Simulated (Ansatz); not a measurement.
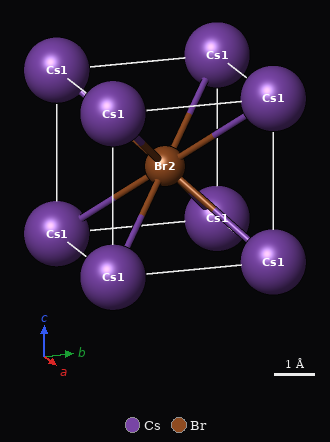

Figure 1. The structure (ball-and-stick view of the cell of the calculation, seen slightly off an axis; atoms are numbered from 1 in the order of the input). Near neighbours in the crystal (not all of them lie inside the picture): Cs has 8 Br at 3.74 Å; Br has 8 Cs at 3.74 Å.

Run report: CsBr, single-point calculation

The run: single-point calculation of CsBr (Pm-3m, 2 atoms in the cell). Method and program: DFT, r2SCAN, plane waves, PAW, no spin polarisation (Ansatz 0.2.0).

The structure was built on a prototype by a generator. Some settings of this run were made unusual or wrong on purpose. The geometry comes from this level: r2SCAN. Figures and captions count atoms from 1; the log counts them from 0 in places.

Input file
```yaml
crystal:
  lattice:
    - [4.3193779122, 0.0, 0.0]
    - [0.0, 4.3193779122, 0.0]
    - [0.0, 0.0, 4.3193779122]
  atoms:
    - { symbol: Cs, position: [0.0, 0.0, 0.0] }
    - { symbol: Br, position: [0.5, 0.5, 0.5] }
kpoints:
  mp_grid: { grid: [4, 4, 4] }
hamiltonian:
  xc: r2scan
scf:
  occupations: { method: fixed }
output:
  optics:
    e_range: [0.5, 15]
    de: 40
    sigma: 0.05
    scissors: 1.5
    scheme: gaussian
    bands: { spectra_wanted_up_to: 15 }
  write_density: true
  write_potential: true
  elf: true
  volumetric_format: npy
```

Launched with:
```bash
ansatz run input.yaml --threads 4 --pin off --max-ram 3686MiB --backend cpu --events-out ev --progress --plain --runs-dir out
```

The program's output
```
Engine: ansatz 0.2.0, aarch64-unknown-linux-gnu
Pseudopotentials: kind: paw
Pseudopotential: Cs, paw, valence charge 9, recommended cutoff 500 eV (meta_gga), Cs.paw.azcp
Pseudopotential: Br, paw, valence charge 7, recommended cutoff 500 eV (meta_gga), Br.paw.azcp
Functional definition: r2SCAN
  parameter k0 = 0.174
  parameter k1 = 0.065
  parameter a1 = 4.9479
  exchange = r2scan_x(k0 = k0, k1 = k1, a1 = a1)
  correlation = r2scan_c
Crystal: 2 atoms, lattice volume = 80.587 Å³
Basis set: ecut = 500 eV, 2103 PW (Γ), exchange–correlation on 128×128×128 points (64 copies of the dense FFT grid, shifted against one another)
Bands: 12, of which v1, the nominal top of the filled ones, is band 8 counted from 1 (7 counted from 0)
Symmetry: 48 space group operations
Space group: Pm-3m (ITA 221), of the structure as read, at distance tolerance 4.3e-5 Å
k-points: 10 of 64
Non-local potential: Cs, projectors of the file, l = 0: 3, l = 1: 2, l = 2: 2, l = 3: 2
Non-local potential: Br, projectors of the file, l = 0: 2, l = 1: 2, l = 2: 2
PAW form: soft (Blöchl's): semilocal exchange-correlation on the pseudo side does not see the compensation charge
PAW frozen core: Cs, regenerated for the run's functional (the file was generated under x = pbe(κ = 0.804, μ = 0.2195149727645171), c = pbe(β = 0.06672455060314922))
PAW frozen core: Br, regenerated for the run's functional (the file was generated under x = pbe(κ = 0.804, μ = 0.2195149727645171), c = pbe(β = 0.06672455060314922))
PAW one-centre angular grid: Cs, 302 points (default); XC on 160 Gauss nodes
PAW one-centre angular grid: Br, 302 points (default); XC on 160 Gauss nodes
Initial density: superposition of atomic densities (neutral atoms: chi_scale 0, normalization atom), corrected by the library's trained network
Initial wavefunctions: pseudopotential atomic-orbital guess
Functional: x = r2scan, c = r2scan; τ floored in thin density (d = 2e-4 eV/Å³)
SCF iter   1: F=—  HF=-8482.822407 eV  |F-HF|=—  |Δ(HF+E_count)|=         —  Δρ=2.67e-3  dr2=9.25e-3  dr2_τ=2.33e-3  ethr=1.77e-3  ⟨swp⟩=6.2  Hψ=706  notcnv=0  defer=17
preconditioner: auto → Resta (q_TF=auto, 2.084 Å⁻¹)  ε∞=2.5  [insulator: Δε(μ)=5.299 eV  Ē_g=12.502 eV  n_scr=18 (ndim 8)  ℏωp=15.5 eV  f_vac=0.000  ε∞_Penn≈2.5]
SCF iter   2: F=—  HF=-8482.836438 eV  |F-HF|=—  |Δ(HF+E_count)|=   1.40e-2  Δρ=1.23e-3  dr2=1.92e-3  dr2_τ=9.40e-5  ethr=5.78e-5  ⟨swp⟩=2.8  Hψ=309  notcnv=0  defer=17
SCF iter   3: F=—  HF=-8482.835799 eV  |F-HF|=—  |Δ(HF+E_count)|=   6.38e-4  Δρ=2.52e-4  dr2=4.08e-5  dr2_τ=5.57e-6  ethr=1.20e-5  ⟨swp⟩=3.0  Hψ=234  notcnv=0  defer=18
SCF iter   4: F=—  HF=-8482.835833 eV  |F-HF|=—  |Δ(HF+E_count)|=   3.35e-5  Δρ=4.34e-5  dr2=1.62e-6  dr2_τ=2.71e-7  ethr=2.55e-7  ⟨swp⟩=2.0  Hψ=222  notcnv=0  defer=18
SCF iter   5: F=—  HF=-8482.835838 eV  |F-HF|=—  |Δ(HF+E_count)|=   5.01e-6  Δρ=7.10e-6  dr2=4.46e-8  dr2_τ=1.07e-8  ethr=1.01e-8  ⟨swp⟩=2.0  Hψ=189  notcnv=0  defer=6
SCF iter   6: F=—  HF=-8482.835838 eV  |F-HF|=—  |Δ(HF+E_count)|=  1.27e-11  Δρ=2.16e-6  dr2=5.18e-9  dr2_τ=9.51e-10  ethr=2.79e-10  ⟨swp⟩=2.0  Hψ=194  notcnv=0  defer=6
SCF iter   7: F=—  HF=-8482.835838 eV  |F-HF|=—  |Δ(HF+E_count)|=  2.27e-10  Δρ=3.49e-7  dr2=1.25e-10  dr2_τ=1.42e-11  ethr=3.24e-11  ⟨swp⟩=2.1  Hψ=190  notcnv=0  defer=6
SCF iter   8: F=-8482.835838 eV  HF=-8482.835838 eV  |F-HF|=1.82e-12  |Δ(HF+E_count)|=  2.04e-10  Δρ=7.01e-8  dr2=3.06e-12  dr2_τ=1.35e-12  ethr=1.00e-12  ⟨swp⟩=6.7  Hψ=657  notcnv=0
SCF 1 converged in 8 iterations: F = -8482.835838 eV  dr2 = 3.06e-12
  greatest PAW one-centre occupation: 0.913 electrons in one spin orbital (limit 2), on the Cs atom at site 0 (counted from 0), in its partial waves of l = 0
```

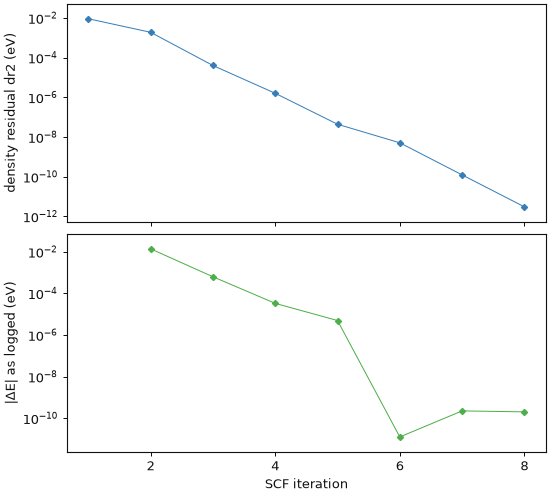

Figure 2. Convergence of the self-consistent field: density residual dr2 and size of the energy change against the SCF iteration. The residual falls at every step.

```
NSCF: frozen V_eff on 10 k-points
Optics k sum: 0 of 10 k-points
Optics k sum: 1 of 10 k-points
Optics k sum: 2 of 10 k-points
Optics k sum: 3 of 10 k-points
Optics k sum: 4 of 10 k-points
Optics k sum: 5 of 10 k-points
Optics k sum: 6 of 10 k-points
Optics k sum: 7 of 10 k-points
Optics k sum: 8 of 10 k-points
Optics k sum: 9 of 10 k-points
Optics k sum: 10 of 10 k-points
Optics k sum: 0 of 10 k-points
Optics k sum: 1 of 10 k-points
Optics k sum: 2 of 10 k-points
Optics k sum: 3 of 10 k-points
Optics k sum: 4 of 10 k-points
Optics k sum: 5 of 10 k-points
Optics k sum: 6 of 10 k-points
Optics k sum: 7 of 10 k-points
Optics k sum: 8 of 10 k-points
Optics k sum: 9 of 10 k-points
Optics k sum: 10 of 10 k-points
SCF converged after 8 iterations
Free energy (F): -8482.835838 eV
Harris-Foulkes:  -8482.835838 eV  (|F-HF|=1.82e-12)
Internal energy: -8482.835838 eV  (E = F + TS)
E sigma→0 (E₀):  -8482.835838 eV
Fermi energy:    2.543358 eV
--- Per-component energies (eV) ---
  E_band       = -68.729396
  E_kinetic    = 277.424511
  E_local      = -422.390734  (includes V_loc(G=0)·N_el)
  E_nonlocal   = 99.042252
  E_hartree    = 124.588997
  E_xc         = -414.745347
  E_vxc        = -254.180265  (∫ρ·V_xc dr)
  E_paw        = -7363.399353  (= ΣΔE_a)
  E_vpaw       = -30.323951  (= ΣTr[D̂ρ^β])
  E_aug_tail   = -0.000000  (compensation charges beyond the density's cutoff)
  E_vtau       = 12.520791  (kinetic-family band-sum trace: ∫τ·v_τ [+ j·A + Jᵃ·Aᵃ] dr)
  E_ewald      = -783.247849
  E_core_change = -0.108314  (= ΣΔE_core)
  E_smearing   = -0.000000  (= −TS)
  E_closure    = 0.000000  (closes the sum)
  Σ components = -8482.835838   (vs F -8482.835838, Δ=0.00e0)
--- Band table (eV; the first three rows and the last of 10) ---
  k-point 0: bands = ["-17.7732", "-10.2101", "-4.0156", "-4.0156", "-4.0156", "2.5414", "2.5414", "2.5414", "7.7455", "7.9734", "7.9734", "12.3151"]
  k-point 1: bands = ["-17.7475", "-10.2164", "-4.2065", "-3.9669", "-3.9669", "1.8408", "2.4503", "2.4503", "8.3582", "9.0081", "9.2230", "12.0483"]
  k-point 2: bands = ["-17.7214", "-10.2249", "-4.3757", "-3.9167", "-3.9167", "1.2916", "2.3551", "2.3551", "8.9805", "10.4089", "10.9209", "11.3044"]
  k-point 9: bands = ["-17.6357", "-10.0333", "-4.4001", "-4.4001", "-4.4001", "1.4237", "1.4237", "1.4237", "11.4532", "11.4532", "11.4532", "12.2965"]
```

File rho_z.tsv
```
# z_ang	rho[e/angstrom^3]
# format = ansatz-planar-average/11
# lattice	4.319377912	0.000000000	0.000000000
# lattice	0.000000000	4.319377912	0.000000000
# lattice	0.000000000	0.000000000	4.319377912
# sites	2
# site	55	0.000000000	0.000000000	0.000000000
# site	35	2.159688956	2.159688956	2.159688956
0.000000	2.389464e-1
0.134981	2.394387e-1
0.269961	2.394279e-1
0.404942	2.349015e-1
0.539922	2.214868e-1
0.674903	1.982921e-1
0.809883	1.702208e-1
0.944864	1.459243e-1
1.079844	1.332540e-1
1.214825	1.361099e-1
1.349806	1.535438e-1
1.484786	1.797259e-1
1.619767	2.053898e-1
1.754747	2.226439e-1
1.889728	2.299437e-1
2.024708	2.313143e-1
2.159689	2.312209e-1
2.294670	2.313143e-1
2.429650	2.299437e-1
2.564631	2.226439e-1
2.699611	2.053898e-1
2.834592	1.797259e-1
2.969572	1.535438e-1
3.104553	1.361099e-1
3.239533	1.332540e-1
3.374514	1.459243e-1
3.509495	1.702208e-1
3.644475	1.982921e-1
3.779456	2.214868e-1
3.914436	2.349015e-1
4.049417	2.394279e-1
4.184397	2.394387e-1
```

File v_z.tsv
```
# z_ang	v_es[eV]	v_tot[eV]
# format = ansatz-planar-average/11
# xc	r2scan
# density_cutoff_ev	2000
# datasets	Cs=:simpson_from_first_knot:soft:shift=0	Br=:simpson_from_first_knot:soft:shift=0
# lattice	4.319377912	0.000000000	0.000000000
# lattice	0.000000000	4.319377912	0.000000000
# lattice	0.000000000	0.000000000	4.319377912
# sites	2
# site	55	0.000000000	0.000000000	0.000000000
# site	35	2.159688956	2.159688956	2.159688956
0.000000	7.443685e-1	-8.506490e0
0.134981	8.283740e-1	-8.460080e0
0.269961	1.080734e0	-7.942084e0
0.404942	1.505950e0	-7.151497e0
0.539922	2.120682e0	-6.270034e0
0.674903	2.939478e0	-5.230078e0
0.809883	3.930770e0	-4.067708e0
0.944864	4.950201e0	-2.872385e0
1.079844	5.758679e0	-1.981581e0
1.214825	6.132197e0	-1.593578e0
1.349806	5.862021e0	-1.944892e0
1.484786	4.904681e0	-3.040871e0
1.619767	3.531285e0	-4.706605e0
1.754747	2.156166e0	-6.553458e0
1.889728	1.069824e0	-8.189798e0
2.024708	3.944598e-1	-9.288582e0
2.159689	1.664918e-1	-9.673328e0
2.294670	3.944598e-1	-9.288582e0
2.429650	1.069824e0	-8.189798e0
2.564631	2.156166e0	-6.553458e0
2.699611	3.531285e0	-4.706605e0
2.834592	4.904681e0	-3.040871e0
2.969572	5.862021e0	-1.944892e0
3.104553	6.132197e0	-1.593578e0
3.239533	5.758679e0	-1.981581e0
3.374514	4.950201e0	-2.872385e0
3.509495	3.930770e0	-4.067708e0
3.644475	2.939478e0	-5.230078e0
3.779456	2.120682e0	-6.270034e0
3.914436	1.505950e0	-7.151497e0
4.049417	1.080734e0	-7.942084e0
4.184397	8.283740e-1	-8.460080e0
```

Outcome

```csv
quantity,value
outcome,converged
space group (tolerance 0.01 Å),Pm-3m (221)
electrons treated,16
free energy,−8482.8358 eV
Fermi energy,2.543 eV
gap on the k-point mesh,5.20 eV
hardware,"4 threads of Arm Neoverse N1, 54 GiB of memory available, shared host"
wall time,15 s (CPU time 55 s)
peak memory,0.72 GiB
```

What went wrong

Some settings of this run were drawn to be unusual or wrong. It converged; results that depend on the unusual settings are not reference values.
